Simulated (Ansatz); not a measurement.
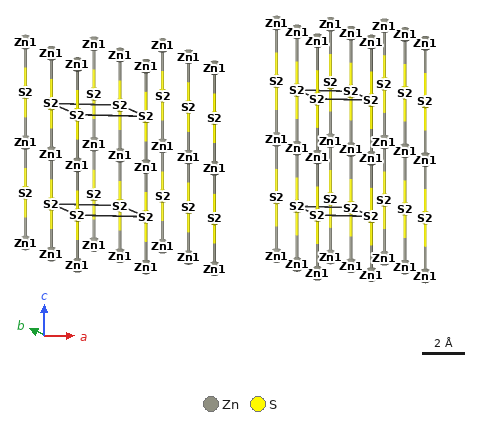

Two geometries of solid ZnS (a generated structure, set up in P6/mmm) (coarse preliminary run), drawn at one scale. One is the start of a relaxation, the other its converged end. The picture is a ball-and-stick view of the cell of the calculation, repeated 2 × 2 × 1 with one cell outlined, seen slightly off an axis.

Method: DFT PBE, scalar-relativistic, plane waves, PAW (Ansatz). Settings: plane-wave cutoff 420 eV; k-point mesh 6 × 6 × 4; occupations gaussian; smearing width 0.1 eV; no spin polarisation; cell and atoms relaxed; force threshold 0.04 eV/Å; at most 70 steps.

### Which one is relaxed?

The right one is the relaxed one. No atom moves by more than 0.005 Å relative to the cell. The volume changes by −28.2 %, with a = b 3.323 → 2.618 Å (−21.2 %), c 4.897 → 5.671 Å (+15.8 %). Some distances before and after: S2–S2 3.323 → 2.618 Å, Zn1–S2 2.448 → 2.836 Å. The space group stays P6/mmm (No. 191). Over 9 accepted moves (11 points after the start) the energy falls by 0.501 eV per cell of the calculation. All forces vanish by symmetry, so only the cell relaxes. Pressure: −5.55 GPa at the start and 0.01 GPa at the end. The SCF was repeated twice at an unchanged geometry on a basis and grid sized afresh for the cell, which shifted the energy by 1.6 meV per cell of the calculation at most. Cost: 14 s on 1 thread of Arm Neoverse V2 (shared host), peak memory 0.29 GiB.
